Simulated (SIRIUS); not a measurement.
## MoSi$_{2}$: 7 runs along one coordinate

System: MoSi$_{2}$ (I4/mmm, 3 atoms in the cell).
Method: Kohn-Sham DFT of a periodic cell, PBEsol, dojo-sr-pbesol-0.4.1-standard, no spin polarisation (SIRIUS 7.12.0).

The 7 runs differ only in the geometry, by an even scaling of the cell at fixed fractional positions. The structure derives from an entry of the Crystallography Open Database.

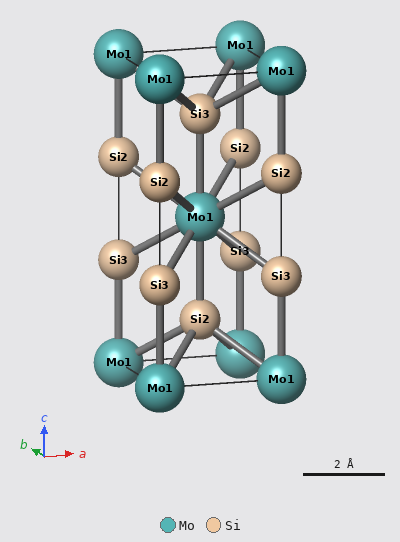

Figure 1. The structure of run 4 (ball-and-stick view of the cell 2 times as large as that of the calculation, set on its symmetry axes, seen slightly off an axis; atoms are numbered from 1 in the order of the input). An atom can appear more than once, as a periodic image.

### Input of run 4
```
{
  "control": {
    "processing_unit": "cpu",
    "verbosity": 2,
    "num_bands_to_print": 19,
    "print_forces": true,
    "print_stress": true
  },
  "parameters": {
    "electronic_structure_method": "pseudopotential",
    "xc_functionals": ["XC_GGA_X_PBE_SOL", "XC_GGA_C_PBE_SOL"],
    "gk_cutoff": 9.0,
    "pw_cutoff": 18.0,
    "ngridk": [12, 12, 12],
    "shiftk": [0, 0, 0],
    "smearing": "fermi_dirac",
    "smearing_width": 0.0018374661,
    "num_bands": 19,
    "num_mag_dims": 0,
    "num_dft_iter": 100,
    "energy_tol": 1e-08,
    "density_tol": 1e-06
  },
  "iterative_solver": {
    "type": "davidson",
    "min_tolerance": 1e-10
  },
  "mixer": {
    "type": "anderson",
    "beta": 0.7,
    "max_history": 8
  },
  "settings": {
    "tol_ne": 1e-10,
    "pseudo_grid_cutoff": 6.5
  },
  "unit_cell": {
    "lattice_vectors": [
      [-3.023561799401, 3.023561799401, 7.427568532842],
      [3.023561799401, -3.023561799401, 7.427568532842],
      [3.023561799401, 3.023561799401, -7.427568532842]
    ],
    "atom_coordinate_units": "lattice",
    "atom_types": ["Mo", "Si"],
    "atom_files": {
      "Mo": "Mo.json",
      "Si": "Si.json"
    },
    "atoms": {
      "Mo": [
        [0.0, 0.0, 0.0]
      ],
      "Si": [
        [0.667, 0.667, 0.0],
        [0.333, 0.333, 0.0]
      ]
    }
  }
}
```

Command:
```bash
upf_to_json Mo.upf
upf_to_json Si.upf
OMP_NUM_THREADS=4 sirius.scf --input=sirius.json --output=out.json --task=0
```

Lattice vectors (Å) and fractional positions of run 4:
```
  -1.600000    1.600000    3.930500
   1.600000   -1.600000    3.930500
   1.600000    1.600000   -3.930500
Mo  0.000000  0.000000  0.000000
Si  0.667000  0.667000  0.000000
Si  0.333000  0.333000  0.000000
```

Run 5 differs from it as follows:
```diff
-      [-3.023561799401, 3.023561799401, 7.427568532842],
-      [3.023561799401, -3.023561799401, 7.427568532842],
-      [3.023561799401, 3.023561799401, -7.427568532842]
+      [-3.043585971043, 3.043585971043, 7.476759161923],
+      [3.043585971043, -3.043585971043, 7.476759161923],
+      [3.043585971043, 3.043585971043, -7.476759161923]
```

### Results, with one run withheld

| run | volume per atom (Å³) | free energy per atom, from the lowest run given (meV) | pressure (GPa) |
| --- | --- | --- | --- |
| 1 | 12.611 | 22.86 | 12.24 |
| 2 | 12.879 | 7.04 | 6.72 |
| 3 | 13.148 | 0.00 | 1.75 |
| 4 | 13.416 | 0.83 | −2.69 |
| 5 | 13.684 | ? | ? |
| 6 | 13.953 | 22.92 | −10.25 |
| 7 | 14.221 | 42.79 | −13.44 |

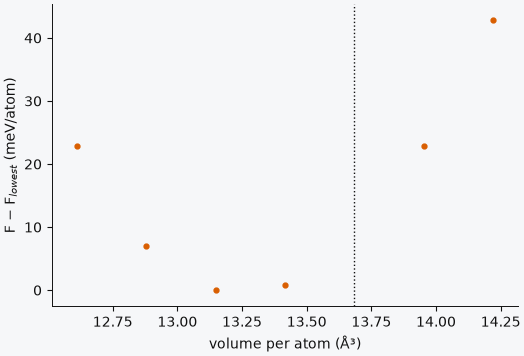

Figure 2. Free energy per atom of the runs given; the dotted line marks run 5.

Fit the runs given and predict run 5.

A cubic polynomial in V^(−2/3) (the Birch–Murnaghan form), fitted to the 6 runs given, misses them by at most 0.01 meV per atom. With x = V^(−2/3) − 0.17768 Å⁻², it reads F = −0.043926 − 1165.6 x + 6.4624e+05 x² + 7.1196e+05 x³ (meV per atom). At run 5 it gives 8.69 meV per atom, and the run itself gives 8.72. The slope of the fit gives a pressure −dF/dV of −6.66 GPa there, and the run prints −6.68 GPa. The fit has its minimum at 13.251 Å³ per atom, where V d²F/dV² gives 222 GPa. Cell shape and fractional positions are held, so this is the stiffness under even scaling; the relaxed bulk modulus wasn't computed.

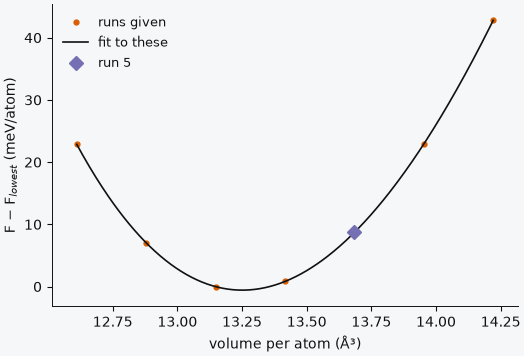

Figure 3. The fit and the withheld run.

### Some lines of the output (run 5)
```
[...]
[find] Efermi                         :       0.57462589
[find] Total energy                   :     -78.80474127 (Ha),    -157.60948253 (Ry)
[find] Free energy (E-TS)             :     -78.80482595 (Ha),    -157.60965191 (Ry)
[find] Efermi                         :       0.57462180
[find] Total energy                   :     -78.80474128 (Ha),    -157.60948256 (Ry)
[find] Free energy (E-TS)             :     -78.80482597 (Ha),    -157.60965194 (Ry)
[find] Efermi                         :       0.57462120
[find] Total energy                   :     -78.80474129 (Ha),    -157.60948257 (Ry)
[find] Free energy (E-TS)             :     -78.80482598 (Ha),    -157.60965195 (Ry)
[find] Efermi                         :       0.57461995
[find] Total energy                   :     -78.80474129 (Ha),    -157.60948258 (Ry)
[find] Efermi                         :       0.57462051
[find] Free energy (E-TS)             :     -78.80482598 (Ha),    -157.60965196 (Ry)
[find] Efermi                         :       0.57462001
```
